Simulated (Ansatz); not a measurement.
**Two runs on Sn**

System: Sn (P6₄22, 3 atoms in the cell).
Method of run 1: DFT, PBE, plane waves, PAW, no spin polarisation (Ansatz 0.2.0).

The structure was made by a generator, so it may or may not be a known phase. Text and figures count atoms from 1; the logs count them from 0 in places.

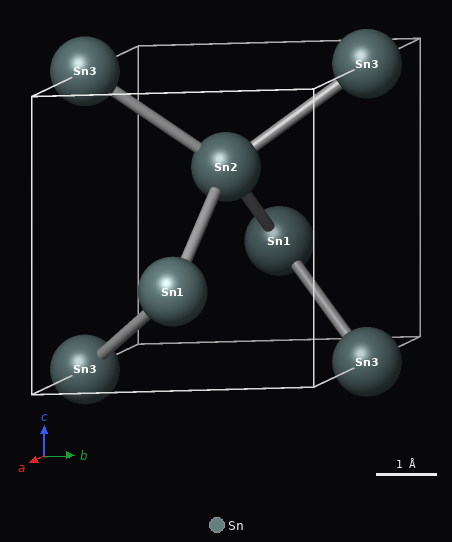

The structure as given in the input (ball-and-stick view of the cell of the calculation, seen slightly off an axis; atoms are numbered from 1 in the order of the input).

### Input, run 1
```yaml
crystal:
  lattice:
    - [4.7488575758, 0.0, 0.0]
    - [-2.3744287879, 4.1126312996, 0.0]
    - [0.0, 0.0, 5.0647737708]
  atoms:
    - { symbol: Sn, position: [0.0, 0.5, 0.3333333333] }
    - { symbol: Sn, position: [0.5, 0.5, 0.6666666667] }
    - { symbol: Sn, position: [0.5, 0.0, 0.0] }
basis:
  ecutwfc: 420
kpoints:
  mp_grid: { grid: [12, 12, 10] }
hamiltonian:
  xc: pbe
scf:
  occupations: { method: gaussian, width: 0.1 }
  mixing: { algorithm: msr1, beta: 0.05 }
output:
  forces: true
  eigenvalues: true
  stress: true
relax:
  adjacent_minimum: "off"
  f_tol: 0.01
  max_steps: 80
  cell: { stress_tol: 0.05 }
```

Command:
```bash
ansatz run input.yaml --threads 1 --pin off --max-ram 2560MiB --backend cpu --events-out ev --progress --plain --runs-dir out
```

Hardware: 1 thread of Arm Neoverse V2, 24 GiB of memory available, shared host.

### Output, shortened to warnings, some set-up lines, iterations and results (run 1)
```
Basis set: ecut = 420 eV, 1907 PW (Γ), exchange–correlation on 64×64×72 points (8 copies of the dense FFT grid, shifted against one another)
Symmetry: 12 space group operations
k-points: 114 of 1440 (time reversal used)
Initial density: superposition of atomic densities (neutral atoms: chi_scale 0, normalization atom), corrected by the library's trained network
[...]
SCF iter   1: F=—  HF=-18072.324797 eV  |F-HF|=—  |Δ(HF+E_count)|=         —  Δρ=2.16e-3  dr2=3.83e-3  ethr=1.77e-3  ⟨swp⟩=6.1  Hψ=13661  notcnv=0
SCF iter   2: F=—  HF=-18072.322555 eV  |F-HF|=—  |Δ(HF+E_count)|=   2.24e-3  Δρ=1.92e-3  dr2=3.30e-3  ethr=9.12e-6  ⟨swp⟩=2.6  Hψ=6205  notcnv=0
SCF iter   3: F=—  HF=-18072.323076 eV  |F-HF|=—  |Δ(HF+E_count)|=   5.20e-4  Δρ=1.48e-3  dr2=1.96e-3  ethr=7.85e-6  ⟨swp⟩=1.0  Hψ=2866  notcnv=0
SCF iter   4: F=—  HF=-18072.324019 eV  |F-HF|=—  |Δ(HF+E_count)|=   9.43e-4  Δρ=9.50e-4  dr2=7.69e-4  ethr=4.66e-6  ⟨swp⟩=3.0  Hψ=5311  notcnv=0
SCF iter   5: F=—  HF=-18072.324197 eV  |F-HF|=—  |Δ(HF+E_count)|=   1.78e-4  Δρ=8.51e-4  dr2=5.36e-4  ethr=1.83e-6  ⟨swp⟩=2.0  Hψ=3122  notcnv=0
[...]
SCF 1 converged in 11 iterations: F = -18072.323877 eV  dr2 = 1.80e-8
[...]
SCF iter   7: F=—  HF=-18072.323877 eV  |F-HF|=—  |Δ(HF+E_count)|=  1.46e-11  Δρ=3.04e-7  dr2=5.66e-11  ethr=1.00e-12  ⟨swp⟩=1.0  Hψ=2964  notcnv=0
SCF iter   8: F=—  HF=-18072.323877 eV  |F-HF|=—  |Δ(HF+E_count)|=    0.00e0  Δρ=2.74e-7  dr2=4.54e-11  ethr=1.00e-12  ⟨swp⟩=1.0  Hψ=2964  notcnv=0
SCF iter   9: F=-18072.323877 eV  HF=-18072.323877 eV  |F-HF|=3.64e-11  |Δ(HF+E_count)|=  2.18e-11  Δρ=2.06e-7  dr2=2.59e-11  ethr=1.00e-12  ⟨swp⟩=4.4  Hψ=11962  notcnv=0
SCF 2 converged in 9 iterations: F = -18072.323877 eV  dr2 = 2.59e-11
relax step   2: F+E_penalty+E_count = -18072.32387722 eV  Δ(F+E_penalty+E_count) = -3.292e-9 eV  max|allowed force component| = 6.476e-17 eV/Å  Δτ_max = 0.0000 Å  P = -0.017 …
basis re-selected at this cell: Δ(F+E_penalty+E_count) = -3.292e-9 eV, ΔP = +0.000 GPa vs the last step (what re-selecting the basis moved, of the pressure what is left beyond the Pulay correction that the steps carried, after the strain that the cell walked since its last selection, with what the …
SCF converged after 9 iterations
Free energy (F): -18072.323877 eV
Harris-Foulkes:  -18072.323877 eV  (|F-HF|=3.64e-11)
Internal energy: -18072.322040 eV  (E = F + TS)
E sigma→0 (E₀):  -18072.322958 eV
Entropy (-TS):   -0.001838 eV (-0.613 meV/atom)
Fermi energy:    7.963581 eV
--- Per-component energies (eV) ---
  E_band       = -353.983502
  E_kinetic    = 558.745752
  E_local      = -3183.435918  (includes V_loc(G=0)·N_el)
  E_nonlocal   = -96.667762
  E_hartree    = 1861.175042
  E_xc         = -1145.724071
  E_vxc        = -285.729897  (∫ρ·V_xc dr)
  E_paw        = -12410.988409  (= ΣΔE_a)
  E_vpaw       = -1069.246038  (= ΣTr[D̂ρ^β])
  E_aug_tail   = -0.000001  (compensation charges beyond the density's cutoff)
  E_ewald      = -3655.426672
  E_smearing   = -0.001838  (= −TS)
  E_closure    = 0.000000  (closes the sum)
  Σ components = -18072.323877   (vs F -18072.323877, Δ=0.00e0)
--- Forces (eV/Å), atoms counted from 1 ---
  atom   1  Sn    -0.00000000     0.00000000    -0.00000000
  atom   2  Sn    -0.00000000    -0.00000000     0.00000000
  atom   3  Sn     0.00000000     0.00000000     0.00000000
  max |Σ_I F_I| component: 9.25e-18 eV/Å
--- Stress (GPa, compression-positive) ---
       -0.019541      -0.000000       0.000000
       -0.000000      -0.019541      -0.000000
        0.000000      -0.000000      -0.013379
  P = ⅓ Tr σ = -0.0175 GPa (-0.175 kbar)
--- Relaxed structure (1 steps of the walk, 1 accepted, 1 SCFs on fresh bases) ---
  F+E_penalty+E_count = -18072.32387722 eV   max|allowed force component| = 6.476e-17 eV/Å   (the final SCF, on the basis selected at the relaxed cell)
  cell:  # Å, volume = 98.9166 Å³
    - [4.748857575801741, 0.0, 0.0]
    - [-2.3744287879008703, 4.112631299598493, 0.0]
    - [0.0, 0.0, 5.0647737708]
  atoms:
    - { symbol: Sn, position: [0.0, 0.5, 0.3333333333333333] }
    - { symbol: Sn, position: [0.5, 0.5, 0.6666666666666666] }
    - { symbol: Sn, position: [0.5, 0.0, 0.0] }
```

For run 2 the input was changed thus:
```diff
-  mixing: { algorithm: msr1, beta: 0.05 }
```

What does this change do to the results?

Both reach the same energy, so the change doesn't alter the result. The SCF takes 12 iterations over all geometry steps against 20.

### Output, shortened to warnings, some set-up lines, iterations and results (run 2)
```
Basis set: ecut = 420 eV, 1907 PW (Γ), exchange–correlation on 64×64×72 points (8 copies of the dense FFT grid, shifted against one another)
Symmetry: 12 space group operations
k-points: 114 of 1440 (time reversal used)
Initial density: superposition of atomic densities (neutral atoms: chi_scale 0, normalization atom), corrected by the library's trained network
[...]
SCF iter   1: F=—  HF=-18072.324797 eV  |F-HF|=—  |Δ(HF+E_count)|=         —  Δρ=2.16e-3  dr2=3.83e-3  ethr=1.77e-3  ⟨swp⟩=6.1  Hψ=13661  notcnv=0
SCF iter   2: F=—  HF=-18072.323222 eV  |F-HF|=—  |Δ(HF+E_count)|=   1.57e-3  Δρ=1.28e-3  dr2=1.68e-3  ethr=9.12e-6  ⟨swp⟩=2.8  Hψ=6260  notcnv=0
SCF iter   3: F=—  HF=-18072.323985 eV  |F-HF|=—  |Δ(HF+E_count)|=   7.63e-4  Δρ=6.19e-4  dr2=3.78e-4  ethr=4.00e-6  ⟨swp⟩=2.0  Hψ=5263  notcnv=0
SCF iter   4: F=—  HF=-18072.323886 eV  |F-HF|=—  |Δ(HF+E_count)|=   9.90e-5  Δρ=2.76e-4  dr2=1.11e-4  ethr=8.99e-7  ⟨swp⟩=2.0  Hψ=5263  notcnv=0
SCF iter   5: F=—  HF=-18072.323874 eV  |F-HF|=—  |Δ(HF+E_count)|=   1.27e-5  Δρ=1.34e-4  dr2=8.76e-6  ethr=2.63e-7  ⟨swp⟩=2.0  Hψ=5263  notcnv=0
[...]
SCF 1 converged in 7 iterations: F = -18072.323877 eV  dr2 = 6.09e-9
[...]
SCF iter   3: F=—  HF=-18072.323877 eV  |F-HF|=—  |Δ(HF+E_count)|=   1.89e-9  Δρ=1.07e-6  dr2=1.47e-9  ethr=8.69e-12  ⟨swp⟩=2.9  Hψ=5441  notcnv=0
SCF iter   4: F=—  HF=-18072.323877 eV  |F-HF|=—  |Δ(HF+E_count)|=   1.94e-9  Δρ=4.58e-7  dr2=1.25e-10  ethr=3.51e-12  ⟨swp⟩=2.6  Hψ=5282  notcnv=0
SCF iter   5: F=-18072.323877 eV  HF=-18072.323877 eV  |F-HF|=3.64e-12  |Δ(HF+E_count)|=  8.73e-11  Δρ=1.38e-7  dr2=1.44e-11  ethr=1.00e-12  ⟨swp⟩=5.2  Hψ=15103  notcnv=0
SCF 2 converged in 5 iterations: F = -18072.323877 eV  dr2 = 1.44e-11
relax step   2: F+E_penalty+E_count = -18072.32387722 eV  Δ(F+E_penalty+E_count) = -1.313e-9 eV  max|allowed force component| = 6.476e-17 eV/Å  Δτ_max = 0.0000 Å  P = -0.017 …
basis re-selected at this cell: Δ(F+E_penalty+E_count) = -1.313e-9 eV, ΔP = -0.000 GPa vs the last step (what re-selecting the basis moved, of the pressure what is left beyond the Pulay correction that the steps carried, after the strain that the cell walked since its last selection, with what the …
SCF converged after 5 iterations
Free energy (F): -18072.323877 eV
Harris-Foulkes:  -18072.323877 eV  (|F-HF|=3.64e-12)
Internal energy: -18072.322040 eV  (E = F + TS)
E sigma→0 (E₀):  -18072.322958 eV
Entropy (-TS):   -0.001838 eV (-0.613 meV/atom)
Fermi energy:    7.963581 eV
--- Per-component energies (eV) ---
  E_band       = -353.983607
  E_kinetic    = 558.745730
  E_local      = -3183.435990  (includes V_loc(G=0)·N_el)
  E_nonlocal   = -96.667738
  E_hartree    = 1861.175129
  E_xc         = -1145.724065
  E_vxc        = -285.729889  (∫ρ·V_xc dr)
  E_paw        = -12410.988433  (= ΣΔE_a)
  E_vpaw       = -1069.246088  (= ΣTr[D̂ρ^β])
  E_aug_tail   = -0.000001  (compensation charges beyond the density's cutoff)
  E_ewald      = -3655.426672
  E_smearing   = -0.001838  (= −TS)
  E_closure    = 0.000000  (closes the sum)
  Σ components = -18072.323877   (vs F -18072.323877, Δ=0.00e0)
--- Forces (eV/Å), atoms counted from 1 ---
  atom   1  Sn     0.00000000    -0.00000000    -0.00000000
  atom   2  Sn     0.00000000     0.00000000     0.00000000
  atom   3  Sn     0.00000000     0.00000000     0.00000000
  max |Σ_I F_I| component: 5.09e-17 eV/Å
--- Stress (GPa, compression-positive) ---
       -0.019540      -0.000000       0.000000
       -0.000000      -0.019540       0.000000
        0.000000       0.000000      -0.013379
  P = ⅓ Tr σ = -0.0175 GPa (-0.175 kbar)
--- Relaxed structure (1 steps of the walk, 1 accepted, 1 SCFs on fresh bases) ---
  F+E_penalty+E_count = -18072.32387722 eV   max|allowed force component| = 6.476e-17 eV/Å   (the final SCF, on the basis selected at the relaxed cell)
  cell:  # Å, volume = 98.9166 Å³
    - [4.748857575801741, 0.0, 0.0]
    - [-2.3744287879008703, 4.112631299598493, 0.0]
    - [0.0, 0.0, 5.0647737708]
  atoms:
    - { symbol: Sn, position: [0.0, 0.5, 0.3333333333333333] }
    - { symbol: Sn, position: [0.5, 0.5, 0.6666666666666666] }
    - { symbol: Sn, position: [0.5, 0.0, 0.0] }
```

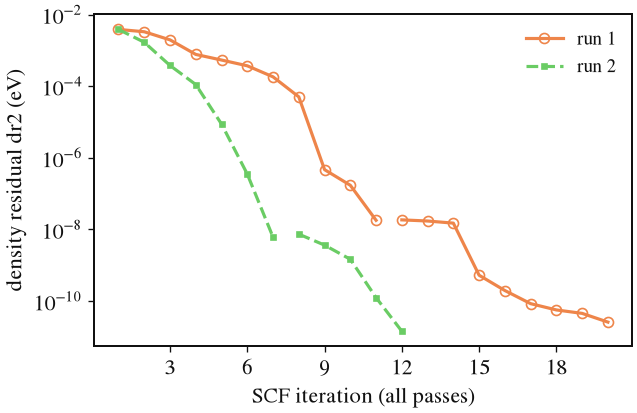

Convergence of the two runs: density residual dr2 against the SCF iteration. A break in a curve parts two SCF passes. Run 1 takes 20 iterations in all, and run 2 takes 12.

### The two runs side by side

```tsv
quantity	run 1	run 2
outcome	converged	converged
free energy per atom (eV)	−6024.1080	−6024.1080
energy per atom, smearing taken to zero (eV)	−6024.1077	−6024.1077
gap on the mesh (eV)	0.00	0.00
pressure (GPa)	−0.02	−0.02
largest force (eV/Å)	0.000	0.000
SCF iterations	20	12
irreducible k-points	114	114
wall time (shared host)	60 s	52 s
```
